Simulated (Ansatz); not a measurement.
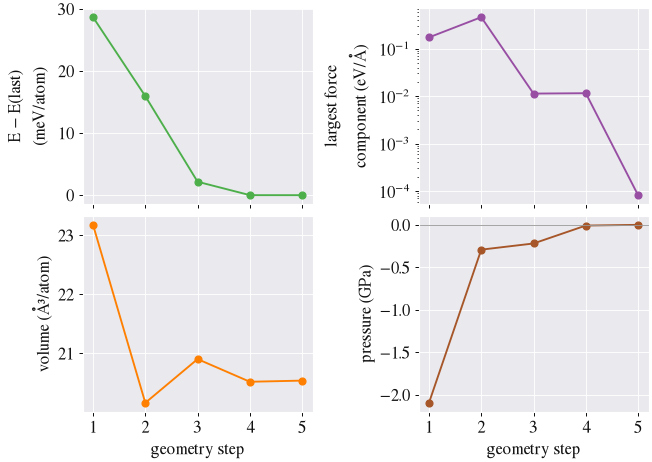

History of a geometry optimisation. Atoms and cell relax. A closing SCF on a freshly chosen basis isn't drawn.

- system: TiSe₂ (P-3m1, 3 atoms in the cell)
- method: Ansatz, DFT PBE+D3(BJ), scalar-relativistic, plane waves, PAW; cutoff 420 eV, 15×15×8 k-mesh, Gaussian smearing of 0.1 eV

Question: How did the optimisation end?

Answer: The optimisation met its thresholds at geometry 5, counting the start as the first. The energy fell by about 29 meV/atom from the first step to the last. The largest force component goes from about 0.17 eV/Å at the start to 8 × 10⁻⁵ eV/Å at the end, with a peak of 0.46 eV/Å at step 2.

Question: What happens to the cell?

Answer: The volume shrinks from 23.2 to 20.5 Å³ per atom (−11 %), overshooting to 20.2 at step 2, as the pressure goes from −2.1 GPa to about 0 GPa. The start was expanded.
